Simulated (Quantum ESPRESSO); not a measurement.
**Single-point calculation of TaN**

- system: TaN (P-6m2, 2 atoms in the cell)
- method: Kohn-Sham DFT of a periodic cell, PBE, SG15 PBE 1.2, no spin polarisation (Quantum ESPRESSO 7.5)

The structure derives from an entry of the Crystallography Open Database.

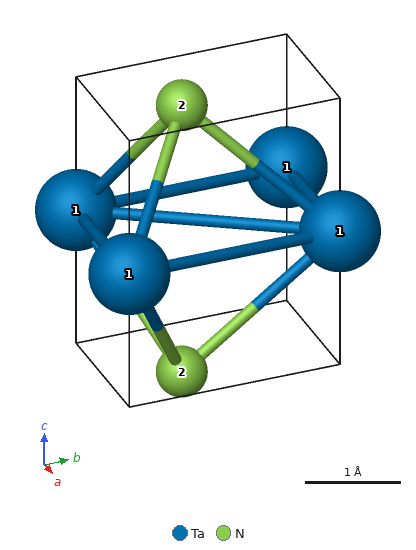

**Figure 1.** The input geometry (ball-and-stick view of the cell of the calculation, seen slightly off an axis; atoms are numbered from 1 in the order of the input). Near neighbours in the crystal (not all of them lie inside the picture): Ta has 6 N at 2.23 Å and 8 Ta at 2.88 to 2.94 Å; N has 6 Ta at 2.23 Å.

Results in brief:

- outcome: converged
- space group (tolerance 0.01 Å): P-6m2 (187)
- electrons treated: 32
- free energy: −7030.4718 eV
- Fermi energy: 29.442 eV
- gap on the k-point mesh: none (metallic)
- pressure: 5.02 GPa
- largest force (length of the vector): under 0.001 eV/Å
- hardware: 2 threads of Arm Neoverse V2, 24 GiB of memory available, shared host
- wall time: 4.2 s (CPU time 7.6 s)
- peak memory: 0.05 GiB

Notes:

Points of doubt noted for this run: coarse mesh. Spin–orbit coupling is left out, which matters for Ta. The k-point mesh is coarse for a cell of this size, so the results may not be converged.

Input file:
```
&CONTROL
  calculation = 'scf'
  prefix = 'pwscf'
  outdir = './tmp'
  pseudo_dir = './pseudo'
  tprnfor = .true.
  tstress = .true.
  disk_io = 'nowf'
/
&SYSTEM
  ibrav = 0
  nat = 2
  ntyp = 2
  ecutwfc = 75
  nbnd = 24
  occupations = 'smearing'
  smearing = 'fd'
  degauss = 0.00367493
/
&ELECTRONS
  conv_thr = 4d-10
  electron_maxstep = 120
  mixing_beta = 0.5
/
ATOMIC_SPECIES
Ta   180.9479 Ta_ONCV_PBE-1.2.upf
N     14.0070 N_ONCV_PBE-1.2.upf
CELL_PARAMETERS angstrom
   2.9380000000    0.0000000000    0.0000000000
  -1.4690000000    2.5443826363    0.0000000000
   0.0000000000    0.0000000000    2.8830000000
ATOMIC_POSITIONS crystal
Ta     0.0000000000    0.0000000000    0.5000000000
N      0.6666666667    0.3333333333    0.0000000000
K_POINTS automatic
4 4 4 0 0 0
```

Command:
```bash
OMP_NUM_THREADS=2 pw.x -in pw.in > pw.out
```

Log:
```
This program is part of the open-source Quantum ESPRESSO suite
     for quantum simulation of materials; please cite
         "P. Giannozzi et al., J. Phys.:Condens. Matter 21 395502 (2009);
         "P. Giannozzi et al., J. Phys.:Condens. Matter 29 465901 (2017);
         "P. Giannozzi et al., J. Chem. Phys. 152 154105 (2020);
          URL
     in publications or presentations arising from this work. More details at

     Message from routine setup:
     using ibrav=0 with symmetry is DISCOURAGED, use correct ibrav instead

     G-vector sticks info
     --------------------
     sticks:   dense  smooth     PW     G-vecs:    dense   smooth      PW
     Sum         649     649    199                12823    12823    2159

     Using Slab Decomposition

     bravais-lattice index     =            0
     lattice parameter (alat)  =       5.5520  a.u.
     unit-cell volume          =     145.4372 (a.u.)^3
     number of atoms/cell      =            2
     number of atomic types    =            2
     number of electrons       =        32.00
     number of Kohn-Sham states=           24
     kinetic-energy cutoff     =      75.0000  Ry
     charge density cutoff     =     300.0000  Ry
     scf convergence threshold =      4.0E-10
     mixing beta               =       0.5000
     number of iterations used =            8  plain     mixing
     Exchange-correlation= PBE
                           (   1   4   3   4   0   0   0)

     celldm(1)=   5.552015  celldm(2)=   0.000000  celldm(3)=   0.000000
     celldm(4)=   0.000000  celldm(5)=   0.000000  celldm(6)=   0.000000

     crystal axes: (cart. coord. in units of alat)
               a(1) = (   1.000000   0.000000   0.000000 )
               a(2) = (  -0.500000   0.866025   0.000000 )
               a(3) = (   0.000000   0.000000   0.981280 )

     reciprocal axes: (cart. coord. in units 2 pi/alat)
               b(1) = (  1.000000  0.577350 -0.000000 )
               b(2) = (  0.000000  1.154701  0.000000 )
               b(3) = (  0.000000 -0.000000  1.019077 )

     PseudoPot. # 1 for Ta read from file:
     Ta_ONCV_PBE-1.2.upf
     Pseudo is Norm-conserving, Zval = 27.0
     Generated using ONCVPSP code by D. R. Hamann
     Using radial grid of  602 points,  8 beta functions with:
                l(1) =   0
                l(2) =   0
                l(3) =   1
                l(4) =   1
                l(5) =   2
                l(6) =   2
                l(7) =   3
                l(8) =   3

     PseudoPot. # 2 for N  read from file:
     N_ONCV_PBE-1.2.upf
     Pseudo is Norm-conserving, Zval =  5.0
     Generated using ONCVPSP code by D. R. Hamann
     Using radial grid of  602 points,  4 beta functions with:
                l(1) =   0
                l(2) =   0
                l(3) =   1
                l(4) =   1

     atomic species   valence    mass     pseudopotential
     Ta               27.00   180.94790     Ta( 1.00)
     N                 5.00    14.00700     N ( 1.00)

     12 Sym. Ops. (no inversion) found

   Cartesian axes

     site n.     atom                  positions (alat units)
         1        Ta     tau(   1) = (   0.0000000   0.0000000   0.4906399  )
         2        N      tau(   2) = (   0.5000000   0.2886751   0.0000000  )

     number of k points=    12  Fermi-Dirac smearing, width (Ry)=  0.0037
                       cart. coord. in units 2pi/alat
        k(    1) = (   0.0000000   0.0000000   0.0000000), wk =   0.0312500
        k(    2) = (   0.0000000   0.0000000   0.2547693), wk =   0.0625000
        k(    3) = (   0.0000000   0.0000000  -0.5095387), wk =   0.0312500
        k(    4) = (   0.0000000   0.2886751   0.0000000), wk =   0.1875000
        k(    5) = (   0.0000000   0.2886751   0.2547693), wk =   0.3750000
        k(    6) = (   0.0000000   0.2886751  -0.5095387), wk =   0.1875000
        k(    7) = (   0.0000000  -0.5773503   0.0000000), wk =   0.0937500
        k(    8) = (   0.0000000  -0.5773503   0.2547693), wk =   0.1875000
        k(    9) = (   0.0000000  -0.5773503  -0.5095387), wk =   0.0937500
        k(   10) = (   0.2500000   0.4330127   0.0000000), wk =   0.1875000
        k(   11) = (   0.2500000   0.4330127   0.2547693), wk =   0.3750000
        k(   12) = (   0.2500000   0.4330127  -0.5095387), wk =   0.1875000

     Dense  grid:    12823 G-vectors     FFT dimensions: (  32,  32,  32)

     Initial potential from superposition of free atoms

     starting charge      31.9080, renormalised to      32.0000
     Starting wfcs are random

     Self-consistent Calculation

     iteration #  1     ecut=    75.00 Ry     beta= 0.50
     Davidson diagonalization with overlap
     ethr =  1.00E-02,  avg # of iterations =  8.8

     total energy              =    -516.52360160 Ry
     estimated scf accuracy    <       0.48633045 Ry

     iteration #  2     ecut=    75.00 Ry     beta= 0.50
     Davidson diagonalization with overlap
     ethr =  1.52E-03,  avg # of iterations =  2.1

     total energy              =    -516.67437271 Ry
     estimated scf accuracy    <       0.30053940 Ry

     iteration #  3     ecut=    75.00 Ry     beta= 0.50
     Davidson diagonalization with overlap
     ethr =  9.39E-04,  avg # of iterations =  1.3

     total energy              =    -516.72954774 Ry
     estimated scf accuracy    <       0.00432801 Ry

     iteration #  4     ecut=    75.00 Ry     beta= 0.50
     Davidson diagonalization with overlap
     ethr =  1.35E-05,  avg # of iterations =  4.4

     total energy              =    -516.73011620 Ry
     estimated scf accuracy    <       0.00057279 Ry

     iteration #  5     ecut=    75.00 Ry     beta= 0.50
     Davidson diagonalization with overlap
     ethr =  1.79E-06,  avg # of iterations =  1.8

     total energy              =    -516.73014127 Ry
     estimated scf accuracy    <       0.00003954 Ry

     iteration #  6     ecut=    75.00 Ry     beta= 0.50
     Davidson diagonalization with overlap
     ethr =  1.24E-07,  avg # of iterations =  2.0

     total energy              =    -516.73014728 Ry
     estimated scf accuracy    <       0.00000333 Ry

     iteration #  7     ecut=    75.00 Ry     beta= 0.50
     Davidson diagonalization with overlap
     ethr =  1.04E-08,  avg # of iterations =  2.0

     total energy              =    -516.73014791 Ry
     estimated scf accuracy    <       0.00000030 Ry

     iteration #  8     ecut=    75.00 Ry     beta= 0.50
     Davidson diagonalization with overlap
     ethr =  9.34E-10,  avg # of iterations =  2.0

     total energy              =    -516.73014796 Ry
     estimated scf accuracy    <          3.6E-09 Ry

     iteration #  9     ecut=    75.00 Ry     beta= 0.50
     Davidson diagonalization with overlap
     ethr =  1.14E-11,  avg # of iterations =  2.8

     total energy              =    -516.73014796 Ry
     estimated scf accuracy    <          1.2E-09 Ry

     iteration # 10     ecut=    75.00 Ry     beta= 0.50
     Davidson diagonalization with overlap
     ethr =  3.85E-12,  avg # of iterations =  2.0

     End of self-consistent calculation

          k = 0.0000 0.0000 0.0000 (  1605 PWs)   bands (ev):

   -39.0381  -5.3426  -5.1079  -5.1079   9.2450   9.2450   9.2534   9.2534
     9.2722   9.3074   9.4101  11.8053  24.9450  24.9450  25.3596  26.5683
    31.7417  33.0784  33.0784  33.4963  33.4963  42.4913  45.7556  45.7556

          k = 0.0000 0.0000 0.2548 (  1599 PWs)   bands (ev):

   -39.0131  -5.8170  -5.0676  -5.0676   9.2355   9.2355   9.2424   9.2698
     9.2698   9.3223   9.4103  12.9296  22.5264  25.3770  25.3770  29.1947
    30.3168  30.3168  33.5312  34.1387  34.1387  43.4151  45.8086  47.7266

          k = 0.0000 0.0000-0.5095 (  1612 PWs)   bands (ev):

   -38.9881  -6.2575  -5.0270  -5.0270   9.2146   9.2266   9.2266   9.2862
     9.2862   9.3315   9.4105  14.4048  20.1859  25.7616  25.7616  29.4401
    29.4401  31.9159  32.8247  32.8247  37.7246  38.6033  45.8544  49.3367

          k = 0.0000 0.2887 0.0000 (  1597 PWs)   bands (ev):

   -39.0003  -5.6403  -5.2714  -5.2250   9.2293   9.2395   9.2482   9.2552
     9.2864   9.3483   9.3809  12.8763  22.6964  25.2825  25.7109  26.4423
    31.6750  32.9786  33.5076  34.4669  34.7816  42.6666  46.7551  47.2381

          k = 0.0000 0.2887 0.2548 (  1599 PWs)   bands (ev):

   -38.9760  -5.7221  -5.5679  -5.1804   9.2204   9.2478   9.2508   9.2613
     9.2653   9.3545   9.3819  13.4904  22.5764  24.0699  25.2262  27.7944
    31.3675  31.7336  33.8148  35.2280  36.9556  42.1387  46.5941  48.0778

          k = 0.0000 0.2887-0.5095 (  1588 PWs)   bands (ev):

   -38.9515  -6.1292  -5.5105  -5.1353   9.2039   9.2390   9.2415   9.2704
     9.2818   9.3595   9.3828  14.0895  21.5818  24.5034  24.6409  27.8864
    31.5137  32.7054  34.0011  34.8133  40.0934  40.8961  44.8614  48.4410

          k = 0.0000-0.5774 0.0000 (  1614 PWs)   bands (ev):

   -38.9624  -6.1321  -5.3398  -5.1993   9.2075   9.2337   9.2419   9.2654
     9.3016   9.3553   9.3853  14.0574  21.2483  24.3156  26.0753  26.3235
    32.5159  33.5373  34.6887  34.8044  36.9298  40.7946  45.3651  47.6403

          k = 0.0000-0.5774 0.2548 (  1586 PWs)   bands (ev):

   -38.9386  -6.0489  -5.6097  -5.2910   9.2060   9.2364   9.2572   9.2623
     9.2768   9.3573   9.3871  13.9855  21.3982  24.0597  24.8802  28.0640
    32.1647  33.9597  35.0562  35.5161  39.0745  40.9490  44.7159  46.0098

          k = 0.0000-0.5774-0.5095 (  1588 PWs)   bands (ev):

   -38.9147  -5.9975  -5.9638  -5.2416   9.1892   9.2559   9.2567   9.2568
     9.2754   9.3596   9.3888  13.7820  22.1903  23.3295  23.8258  29.1552
    33.6587  34.8604  35.5932  36.5512  39.7146  41.7495  43.0117  44.2470

          k = 0.2500 0.4330 0.0000 (  1598 PWs)   bands (ev):

   -38.9624  -5.9467  -5.5438  -5.1994   9.2156   9.2355   9.2423   9.2582
     9.2997   9.3510   9.3853  14.0840  21.8227  24.4698  24.5966  28.3791
    30.7455  31.1671  33.9311  36.3790  38.9107  42.8959  45.0013  48.2320

          k = 0.2500 0.4330 0.2548 (  1596 PWs)   bands (ev):

   -38.9386  -5.8714  -5.6086  -5.4865   9.2142   9.2430   9.2512   9.2557
     9.2749   9.3526   9.3869  14.0134  22.4914  23.1320  24.4414  28.4658
    31.8834  33.8551  34.3462  35.6709  39.5435  41.3226  44.4833  46.7976

          k = 0.2500 0.4330-0.5095 (  1576 PWs)   bands (ev):

   -38.9147  -5.9979  -5.7920  -5.4283   9.1990   9.2425   9.2567   9.2615
     9.2731   9.3541   9.3884  13.8681  21.9407  22.6815  25.3711  28.4526
    33.5630  34.5257  35.5375  36.5888  39.9749  41.2967  42.5898  43.0264

     the Fermi energy is    29.4424 ev

!    total energy              =    -516.73014797 Ry
     estimated scf accuracy    <          4.4E-11 Ry
     smearing contrib. (-TS)   =      -0.00017614 Ry
     internal energy E=F+TS    =    -516.72997183 Ry

     The total energy is F=E-TS. E is the sum of the following terms:
     one-electron contribution =    -126.90365577 Ry
     hartree contribution      =     102.31732060 Ry
     xc contribution           =     -45.81818241 Ry
     ewald contribution        =    -446.32545426 Ry

     convergence has been achieved in  10 iterations

     Forces acting on atoms (cartesian axes, Ry/au):

     atom    1 type  1   force =     0.00000000    0.00000000    0.00000000
     atom    2 type  2   force =    -0.00000000   -0.00000000    0.00000000

     Total force =     0.000000     Total SCF correction =     0.000000

     Computing stress (Cartesian axis) and pressure

          total   stress  (Ry/bohr**3)                   (kbar)     P=       50.22
   0.00035416  -0.00000000  -0.00000000           52.10       -0.00       -0.00
   0.00000000   0.00035416  -0.00000000            0.00       52.10       -0.00
  -0.00000000  -0.00000000   0.00031589           -0.00       -0.00       46.47

=------------------------------------------------------------------------------=
   JOB DONE.
=------------------------------------------------------------------------------=
```

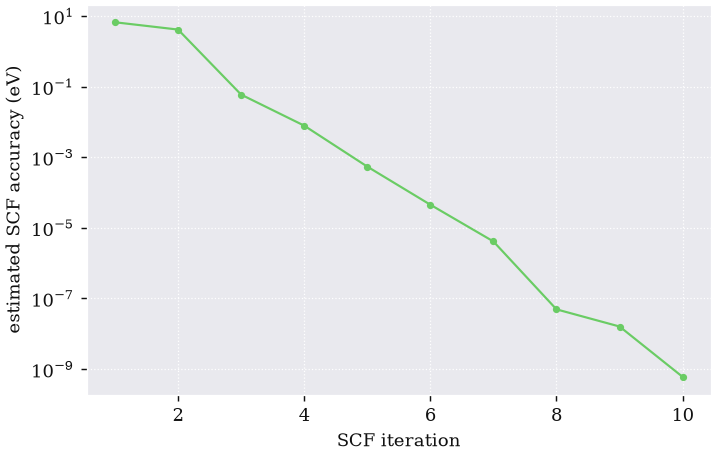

**Figure 2.** Convergence of the self-consistent field: estimated SCF accuracy against the iteration. The field takes 10 iterations in all.
